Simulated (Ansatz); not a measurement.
This input was run:

```
crystal:
  lattice:
    - [6.509489454, 0.0, 0.0]
    - [0.0, 5.2564237872, 0.0]
    - [0.0, 0.0, 25.183147105]
  atoms:
    - { symbol: Zn, position: [0.5, 0.9983827816, 0.3176727661] }
    - { symbol: Zn, position: [0.0, 0.9983827816, 0.3176727661] }
    - { symbol: O, position: [0.5, 0.6195172184, 0.3176727661] }
    - { symbol: O, position: [0.0, 0.6195172184, 0.3176727661] }
    - { symbol: Zn, position: [0.75, 0.4983827816, 0.3549819978] }
    - { symbol: Zn, position: [0.25, 0.4983827816, 0.3549819978] }
    - { symbol: O, position: [0.75, 0.1195172184, 0.3549819978] }
    - { symbol: O, position: [0.25, 0.1195172184, 0.3549819978] }
    - { symbol: Zn, position: [0.75, 0.9983827816, 0.4296004614] }
    - { symbol: Zn, position: [0.25, 0.9983827816, 0.4296004614] }
    - { symbol: O, position: [0.75, 0.6195172184, 0.4296004614] }
    - { symbol: O, position: [0.25, 0.6195172184, 0.4296004614] }
    - { symbol: Zn, position: [0.0008395642, 0.4957546333, 0.4646359059] }
    - { symbol: Zn, position: [0.4990329916, 0.4952760136, 0.4646006853] }
    - { symbol: O, position: [-6.47305e-05, 0.1179485013, 0.4661817656] }
    - { symbol: O, position: [0.5002456357, 0.1174895198, 0.466410191] }
    - { symbol: Zn, position: [-0.0002299194, 0.9984874, 0.5439240643] }
    - { symbol: Zn, position: [0.5016752875, 0.9982921719, 0.5445460321] }
    - { symbol: O, position: [-0.001283946, 0.619462987, 0.5410569435] }
    - { symbol: O, position: [0.4990037096, 0.6194508229, 0.5410311751] }
    - { symbol: Zn, position: [0.2491467053, 0.4800360611, 0.5711360501] }
    - { symbol: Zn, position: [0.7483851928, 0.4603891316, 0.5645201159] }
    - { symbol: O, position: [0.2502877863, 0.1104879867, 0.5776334269] }
    - { symbol: O, position: [0.7514254168, 0.1129081441, 0.5791173683] }
basis:
  ecutwfc: 420
kpoints:
  mp_grid: { grid: [3, 3, 1] }
hamiltonian:
  xc: pbe
  dispersion: d3bj
scf:
  occupations: { method: gaussian, width: 0.05 }
output:
  forces: true
  eigenvalues: true
  write_density: true
  volumetric_format: npy
efield:
  axis: 3
  dipole_correction: true
  ramp_width: 0.04
```

Launched with:
```bash
ansatz run input.yaml --threads 8 --pin off --max-ram 20480MiB --backend cpu --events-out ev --progress --plain --runs-dir out
```

What does the potential across the slab give for the band edges against vacuum?

From the vacuum level at the right face the ionisation potential is 5.57 eV and the electron affinity 4.88 eV; at the left face they are 5.09 and 4.41 eV. The slab's gap, their difference before rounding, is 0.68 eV. The vacuum level is 0.48 eV higher at the right than at the left, so the slab carries a dipole along its normal; the ramp in the vacuum, at or near the edge of the plot, is the dipole correction that keeps each side flat. The outermost atoms are 6.6 Å apart, which leaves 18.6 Å of vacuum in a cell 25.2 Å high.

The atoms aren't at rest in this cell (largest force 1.8 eV/Å), so the relaxed material can differ.

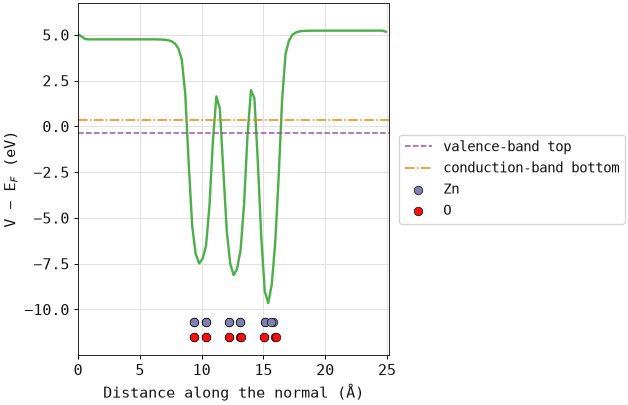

Plane-averaged electrostatic potential energy of an electron across the slab; circles at the bottom mark the heights of the atoms.
